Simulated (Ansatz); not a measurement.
## Rh: single-point calculation

Rh (Fm-3m, 1 atom in the cell), computed with DFT r2SCAN, scalar-relativistic, plane waves, PAW, no spin polarisation (Ansatz 0.2.0).

The structure derives from an entry of the Crystallography Open Database. Figures and captions count atoms from 1; the log counts them from 0 in places.

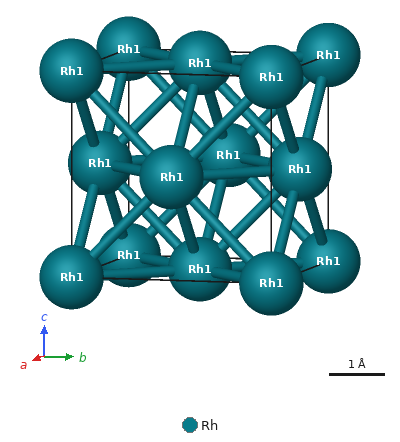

**Figure 1.** The input geometry (ball-and-stick view of the cell 4 times as large as that of the calculation, set on its symmetry axes, seen slightly off an axis; atoms are numbered from 1 in the order of the input). An atom can appear more than once, as a periodic image. Near neighbours in the periodic cell (some may lie outside the picture): Rh has 12 Rh at 2.69 Å.

Summary:

```tsv
quantity	value
outcome	converged
space group (tolerance 0.01 Å)	Fm-3m (225)
electrons treated	17
free energy	−6415.2801 eV
Fermi energy	22.194 eV
gap on the k-point mesh	none (metallic)
pressure	−0.65 GPa
largest force (length of the vector)	under 0.001 eV/Å
hardware	1 thread of Arm Neoverse V1, 24 GiB of memory available, shared host
wall time	14 s
peak memory	0.39 GiB
```

The input:
```yaml
crystal:
  lattice:
    - [0.0, 1.90155, 1.90155]
    - [1.90155, 0.0, 1.90155]
    - [1.90155, 1.90155, 0.0]
  atoms:
    - { symbol: Rh, position: [0.0, 0.0, 0.0] }
basis:
  ecutwfc: 500
kpoints:
  mp_grid: { grid: [24, 24, 24] }
hamiltonian:
  xc: r2scan
scf:
  occupations: { method: gaussian, width: 0.15 }
output:
  forces: true
  stress: true
  eigenvalues: true
  write_density: true
  write_potential: true
  elf: true
  volumetric_format: npy
```

Launched with:
```bash
ansatz run input.yaml --threads 1 --pin off --max-ram 2560MiB --backend cpu --events-out ev --progress --plain --runs-dir out
```

Output:
```
Engine: ansatz 0.2.0, aarch64-unknown-linux-gnu
Pseudopotentials: kind: paw
Pseudopotential: Rh, paw, valence charge 17, recommended cutoff 500 eV (meta_gga), Rh.paw.azcp
Functional definition: r2SCAN
  parameter k0 = 0.174
  parameter k1 = 0.065
  parameter a1 = 4.9479
  exchange = r2scan_x(k0 = k0, k1 = k1, a1 = a1)
  correlation = r2scan_c
Crystal: 1 atoms, lattice volume = 13.752 Å³
Basis set: ecut = 500 eV, 339 PW (Γ), exchange–correlation on 80×80×80 points (64 copies of the dense FFT grid, shifted against one another)
Bands: 13, of which v1, the nominal top of the filled ones, is band 9 counted from 1 (8 counted from 0)
Symmetry: 48 space group operations
Space group: Fm-3m (ITA 225), of the structure as read, at distance tolerance 2.4e-5 Å
k-points: 413 of 13824
Non-local potential: Rh, projectors of the file, l = 0: 3, l = 1: 2, l = 2: 2, l = 3: 1
PAW form: soft (Blöchl's): semilocal exchange-correlation on the pseudo side does not see the compensation charge
PAW frozen core: Rh, regenerated for the run's functional (the file was generated under x = pbe(κ = 0.804, μ = 0.2195149727645171), c = pbe(β = 0.06672455060314922))
PAW one-centre angular grid: Rh, 590 points (default); XC on 160 Gauss nodes
Initial density: superposition of atomic densities (neutral atoms: chi_scale 0, normalization atom), corrected by the library's trained network
Initial wavefunctions: pseudopotential atomic-orbital guess
Functional: x = r2scan, c = r2scan; τ floored in thin density (d = 2e-4 eV/Å³)
SCF iter   1: F=—  HF=-6415.268729 eV  |F-HF|=—  |Δ(HF+E_count)|=         —  Δρ=1.02e-2  dr2=3.85e-3  dr2_τ=9.80e-3  ethr=1.77e-3  ⟨swp⟩=5.0  Hψ=30031  notcnv=0
preconditioner: auto → none  [metal: Δε(μ)=0.002 eV  Ē_g=14.653 eV  σ=0.150 eV  W_gap=0.01  n_scr=0 (ndim 8)  ℏωp=30.0 eV  f_vac=0.000  D(μ)=1.21/eV (n_scr^D=14)]
SCF iter   2: F=—  HF=-6415.279764 eV  |F-HF|=—  |Δ(HF+E_count)|=   1.10e-2  Δρ=5.51e-3  dr2=1.23e-3  dr2_τ=1.88e-4  ethr=2.27e-5  ⟨swp⟩=2.1  Hψ=11030  notcnv=0
SCF iter   3: F=—  HF=-6415.280111 eV  |F-HF|=—  |Δ(HF+E_count)|=   3.47e-4  Δρ=8.54e-4  dr2=9.68e-5  dr2_τ=1.10e-5  ethr=7.26e-6  ⟨swp⟩=2.5  Hψ=8044  notcnv=0
SCF iter   4: F=—  HF=-6415.280111 eV  |F-HF|=—  |Δ(HF+E_count)|=   8.63e-7  Δρ=2.98e-4  dr2=5.61e-6  dr2_τ=2.70e-6  ethr=5.69e-7  ⟨swp⟩=2.5  Hψ=8222  notcnv=0
SCF iter   5: F=—  HF=-6415.280112 eV  |F-HF|=—  |Δ(HF+E_count)|=   1.47e-6  Δρ=8.69e-5  dr2=4.40e-7  dr2_τ=7.68e-8  ethr=3.30e-8  ⟨swp⟩=2.9  Hψ=9541  notcnv=0
SCF iter   6: F=-6415.280113 eV  HF=-6415.280113 eV  |F-HF|=3.45e-9  |Δ(HF+E_count)|=   9.64e-7  Δρ=9.42e-6  dr2=2.73e-9  dr2_τ=4.19e-9  ethr=5.88e-10  ⟨swp⟩=10.0  Hψ=37640  notcnv=0
SCF 1 converged in 6 iterations: F = -6415.280113 eV  dr2 = 2.73e-9
  greatest PAW one-centre occupation: 1.000 electrons in one spin orbital (limit 2), on the Rh atom at site 0 (counted from 0), in its partial waves of l = 0
```

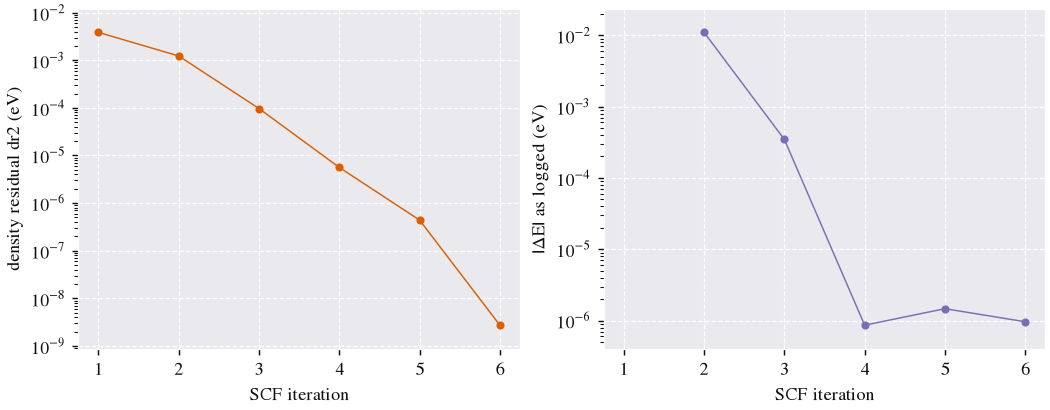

**Figure 2.** Convergence of the self-consistent field: density residual dr2 and size of the energy change against the SCF iteration. The residual falls at every step.

```
SCF converged after 6 iterations
Free energy (F): -6415.280113 eV
Harris-Foulkes:  -6415.280113 eV  (|F-HF|=3.45e-9)
Internal energy: -6415.266447 eV  (E = F + TS)
E sigma→0 (E₀):  -6415.273280 eV
Entropy (-TS):   -0.013666 eV (-13.666 meV/atom)
Fermi energy:    22.194337 eV
--- Per-component energies (eV) ---
  E_band       = -102.579982
  E_kinetic    = 573.133021
  E_local      = -1564.308976  (includes V_loc(G=0)·N_el)
  E_nonlocal   = 355.329339
  E_hartree    = 550.421216
  E_xc         = -216.810794
  E_vxc        = -314.128402  (∫ρ·V_xc dr)
  E_paw        = -3604.195231  (= ΣΔE_a)
  E_vpaw       = -274.698415  (= ΣTr[D̂ρ^β])
  E_aug_tail   = 0.000696  (compensation charges beyond the density's cutoff)
  E_vtau       = 21.250709  (kinetic-family band-sum trace: ∫τ·v_τ [+ j·A + Jᵃ·Aᵃ] dr)
  E_ewald      = -2508.465759
  E_core_change = -0.369959  (= ΣΔE_core)
  E_smearing   = -0.013666  (= −TS)
  E_closure    = -0.000000  (closes the sum)
  Σ components = -6415.280113   (vs F -6415.280113, Δ=0.00e0)
--- Forces (eV/Å), atoms counted from 1 ---
  atom   1  Rh     0.00000000     0.00000000    -0.00000000
  max |Σ_I F_I| component: 7.45e-33 eV/Å
--- Stress (GPa, compression-positive) ---
       -0.653776      -0.000000      -0.000000
        0.000000      -0.653776       0.000000
        0.000000      -0.000000      -0.653776
  P = ⅓ Tr σ = -0.6538 GPa (-6.538 kbar)
--- Band table (eV; the first three rows and the last of 413) ---
  k-point 0: bands = ["-58.9443", "-25.5819", "-25.5819", "-25.5819", "14.0522", "19.0311", "19.0311", "19.0311", "21.1234", "21.1234", "38.6774", "44.3131", "44.3131"]
  k-point 1: bands = ["-58.9422", "-25.5955", "-25.5837", "-25.5837", "14.1256", "18.9981", "19.0601", "19.0601", "21.1072", "21.1072", "38.7827", "43.9177", "44.4183"]
  k-point 2: bands = ["-58.9361", "-25.6355", "-25.5891", "-25.5891", "14.3406", "18.9083", "19.1410", "19.1410", "21.0660", "21.0660", "39.0802", "42.9758", "44.7285"]
  k-point 412: bands = ["-58.7807", "-26.0917", "-26.0917", "-25.8741", "17.0085", "18.2785", "18.2785", "20.9212", "23.2464", "32.3128", "32.3128", "34.0644", "35.4661"]
```

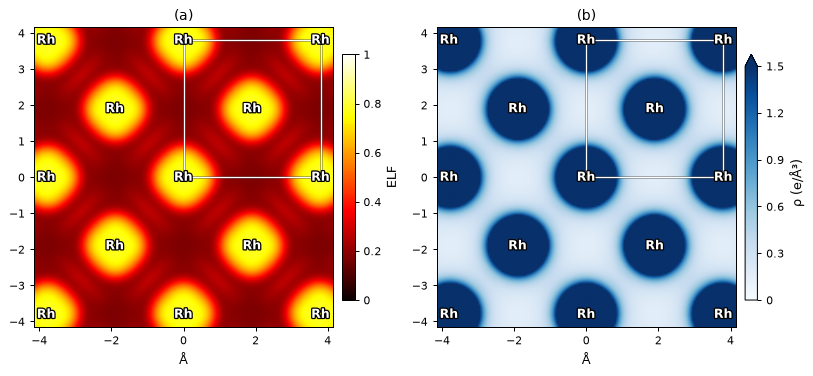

**Figure 3.** (a) electron localisation function; (b) valence charge density (pseudo) on the (100) plane of the conventional cell. The section cuts through Rh sites. Rh–Rh (2.69 Å): ρ at the midpoint is about 0.36 e/Å³; the ELF is about 0.25 at the midpoint; no localised pair between them. Away from the nuclei the density in this plane falls to 0.16 e/Å³ at its lowest. The strong features right at Rh lie inside the PAW spheres (semicore, d or f shells) and say nothing about bonding. The fields are those of the smooth PAW valence density.

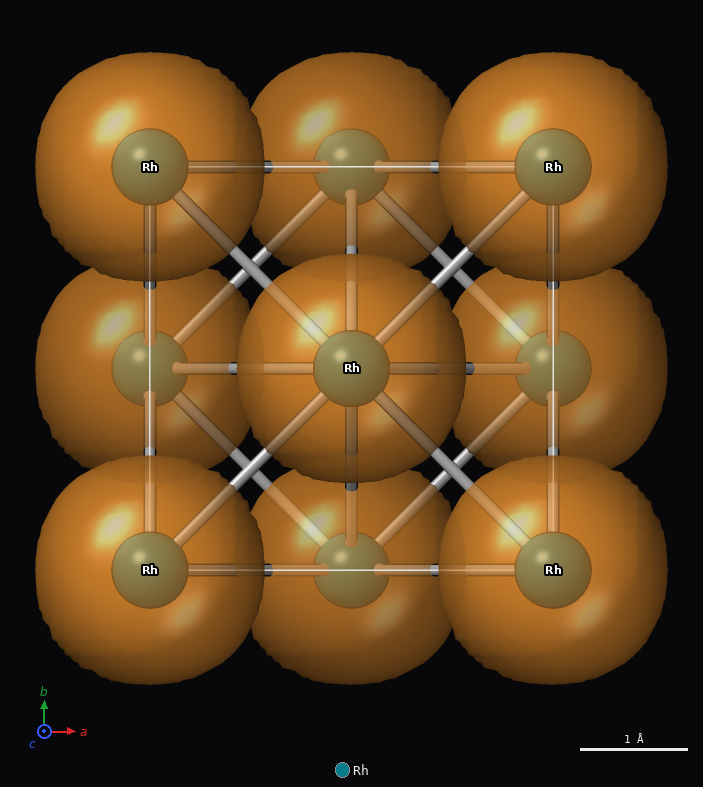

**Figure 4.** Isosurface of the valence charge density (pseudo) at 0.5 e/Å³ (orange), seen along the c axis. Sticks mark near contacts. The outline is the cell set on symmetry axes. At this value the density breaks into separate islands; it holds about 85 % of the electrons treated as valence (semicore included). It is pinched off along the Rh–Rh (2.69 Å) contacts. On the grid the lowest density along these lines, outside the cores, is 0.36 e/Å³ (Rh–Rh, 2.69 Å).
